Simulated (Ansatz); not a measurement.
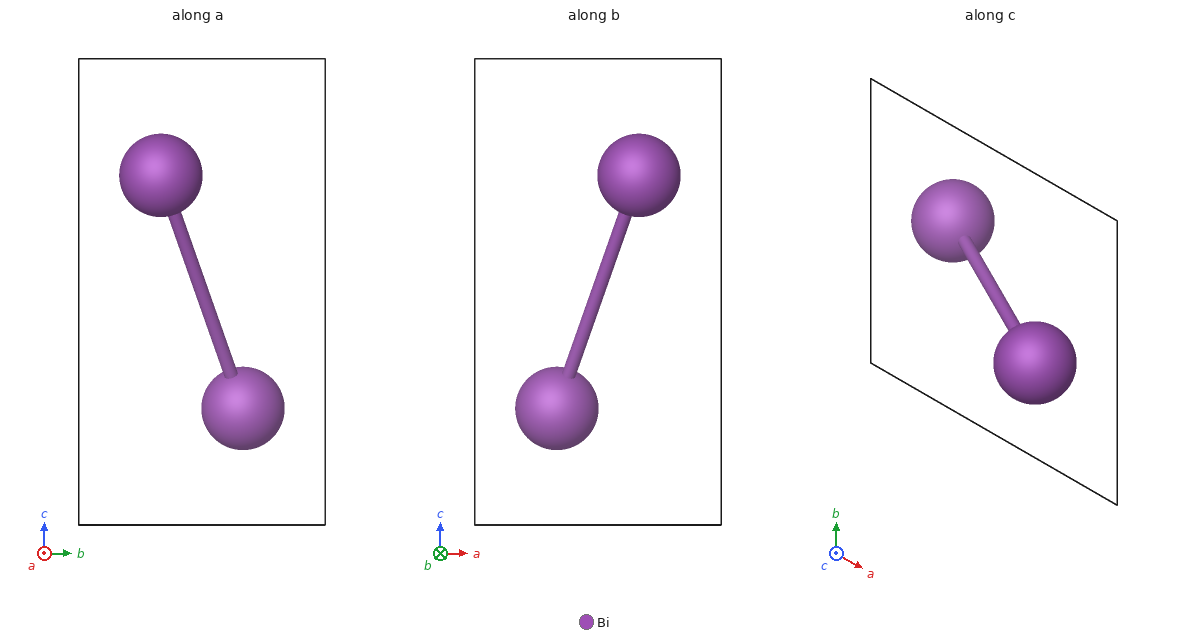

The image is a ball-and-stick drawing of a crystal, viewed along the a axis, along the b axis and along the c axis. The frame is the conventional unit cell; atoms at its boundary are shown with their periodic copies.

Lattice parameters: a = 3.5048 Å, b = 3.5048 Å, c = 5.7445 Å, α = 90.000°, β = 90.000°, γ = 120.000°.

Record the structure as a CIF with its space group and independent sites.

```cif
data_structure
_symmetry_space_group_name_H-M 'P 63/m m c'
_symmetry_Int_Tables_number 194
_cell_length_a 3.5048
_cell_length_b 3.5048
_cell_length_c 5.7445
_cell_angle_alpha 90.000
_cell_angle_beta 90.000
_cell_angle_gamma 120.000
_cell_volume 61.11
loop_
_atom_site_label
_atom_site_type_symbol
_atom_site_symmetry_multiplicity
_atom_site_Wyckoff_symbol
_atom_site_fract_x
_atom_site_fract_y
_atom_site_fract_z
_atom_site_occupancy
Bi1 Bi 2 c 0.3333 0.6667 0.2500 1
```

Starting structure: a structure type filled with this element by a generator (whether the element takes this form wasn't checked). Earlier steps of the study may have refined or changed the cell and positions. A calculation with Ansatz used it as input.
